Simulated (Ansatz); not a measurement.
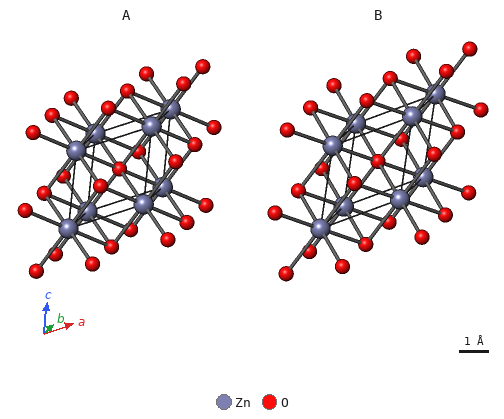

Two geometries of crystalline ZnO (a generated structure, set up in R-3m) (coarse preliminary run), drawn at one scale. One is the start of a relaxation, the other its converged end. A ball-and-stick model of the cell of the calculation, seen slightly off an axis.

Level of theory: DFT PBEsol, scalar-relativistic, plane waves, PAW (Ansatz 0.2.0). Settings: plane-wave cutoff 420 eV; k-point mesh 12 × 12 × 12; occupations gaussian; smearing width 0.1 eV; no spin polarisation; cell and atoms relaxed; force threshold 0.05 eV/Å; at most 60 steps.

Q: Which one is relaxed?

A: Structure B is the relaxed one. Case: Co → Zn on all its sites, cell and atoms relaxed. The atoms keep their places relative to the cell (all moves are under 0.005 Å). Cell: a = b = c 2.794 → 3.015 Å (+7.9 %), α 65.3° → 60.0°, β 65.3° → 60.0°, γ 65.3° → 60.0°. Volume +12.7 %. Near-neighbour distances that change, for instance: O–Zn 2.056 → 2.132 Å. Bond angles that change, for instance: Zn–O–Zn 94.4° → 90.0°, Zn–O–Zn 85.6° → 90.0°, O–Zn–O 85.6° → 90.0°. The space group (tolerance 0.01 Å) goes from R-3m (No. 166) to Fm-3m (No. 225). The energy falls by 128 meV per atom in 5 accepted moves (7 points after the start). All forces vanish by symmetry, so only the cell relaxes. The pressure goes from 28.22 to 0.02 GPa. At 2 points the geometry stayed and the basis and grid were re-selected for the new cell (energy shift of 15.2 meV per atom at most each time).
